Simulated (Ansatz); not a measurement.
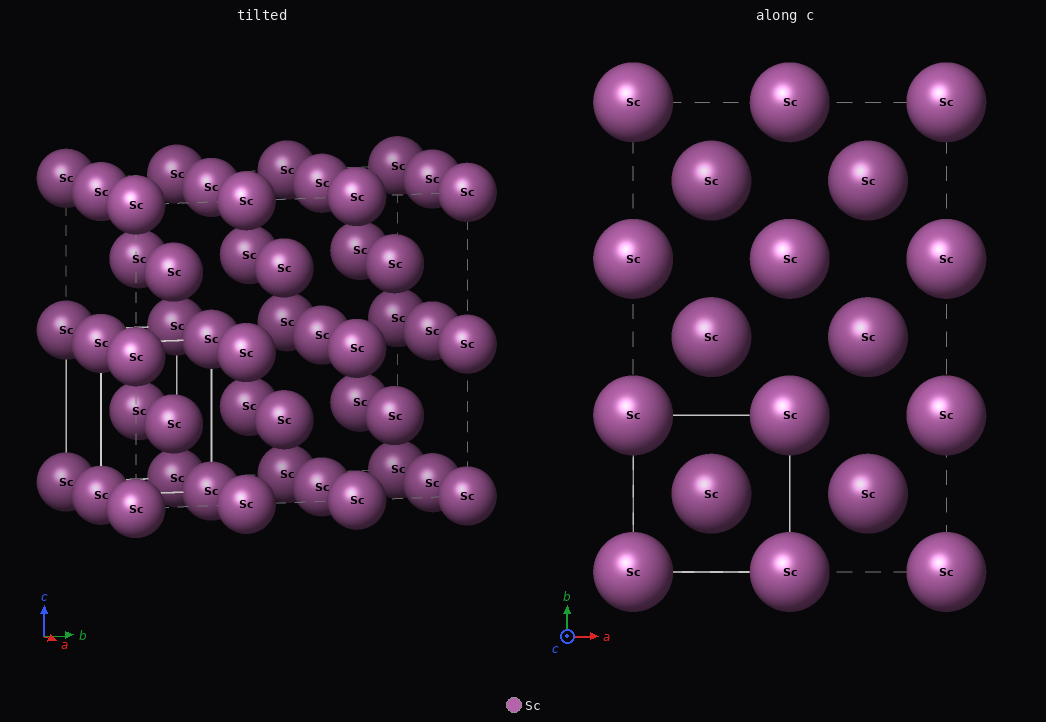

Crystal structure, spheres-only style, seen slightly off an axis and along the c axis. Solid lines give the conventional unit cell, repeated here 2×3×2 times. Cell: a = 3.366 Å, b = 3.366 Å, c = 4.444 Å, α = 90.00°, β = 90.00°, γ = 90.00°.

Caption:

The element is scandium. Its lattice is body-centred tetragonal, its space group I4/mmm (No. 139). The cell holds two atoms. Sc bonds to twelve Sc in a cuboctahedral arrangement at about 3.3 to 3.4 Å.

Starting structure: a structure listed in the Materials Project. It was relaxed with Ansatz, DFT PBE, scalar-relativistic, plane waves, PAW under a constraint or pressure on the cell, so some stress remains.
